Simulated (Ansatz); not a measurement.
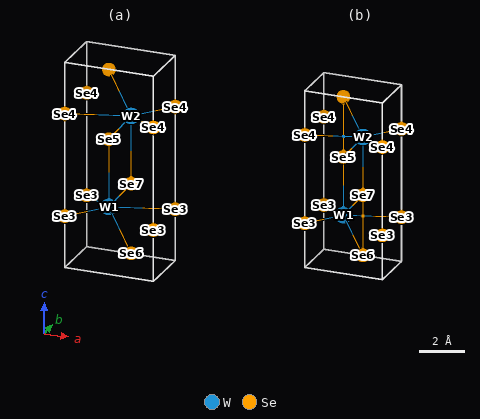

The structure of a crystal of WSe3 (a generated structure, set up in P6_3/mmc) (coarse preliminary run) before (left) and after (right) a relaxation, at one scale.

The picture is a ball-and-stick view of the cell of the calculation, seen slightly off an axis.

Computed with Ansatz 0.2.0, DFT PBE, scalar-relativistic, plane waves, PAW. Set-up: plane-wave cutoff 420 eV; k-point mesh 6 × 6 × 2; occupations gaussian; smearing width 0.1 eV; collinear spin; cell and atoms relaxed; force threshold 0.04 eV/Å; at most 70 steps.

Question: What changed between the two?

Answer: The energy falls by 813 meV per atom in 5 accepted moves (6 points after the start). The largest force component goes from 0.26 to 0.00027 eV/Å. Pressure: −16.78 GPa at the start and −0.06 GPa at the end. At 1 point the geometry stayed and the basis and grid were re-selected for the new cell (energy shift of 0.7 meV per atom at most each time). The largest moves relative to the cell, 0.005 Å, are those of Se atoms. W stays in place. The drawn cell changes as follows: a = b 5.305 → 4.646 Å (−12.4 %), c 9.451 → 8.139 Å (−13.9 %); the volume changes by −33.9 %. Some distances before and after: Se–Se 3.418 → 2.979 Å, Se–W 3.121 → 2.682 Å, Se–W 3.458 → 3.020 Å, Se–Se 3.458 → 3.020 Å. The space group stays P6_3/mmc (No. 194).
